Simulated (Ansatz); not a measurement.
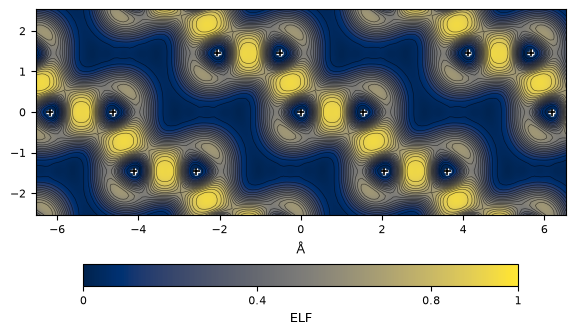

The ELF on a plane through atoms (crosses mark nuclei in the plane).

These are results of Ansatz, DFT PBE, scalar-relativistic, plane waves, PAW, not measurements.

Candidates:
A. C, a = 2.52 Å, b = 2.52 Å, c = 12.36 Å, α = 90.00°, β = 90.00°, γ = 60.00°. Space group Fd-3m.
B. ZnO, a = 3.28 Å, b = 3.28 Å, c = 10.59 Å, α = 90.00°, β = 90.00°, γ = 120.00°. Space group P6₃mc.

> Which candidate gave the map?

Candidate A: C on the (11̄0) plane of the calculation cell, which holds C. C–C (1.54 Å): the ELF peaks at about 0.95 between the atoms, as expected for a covalent bond.
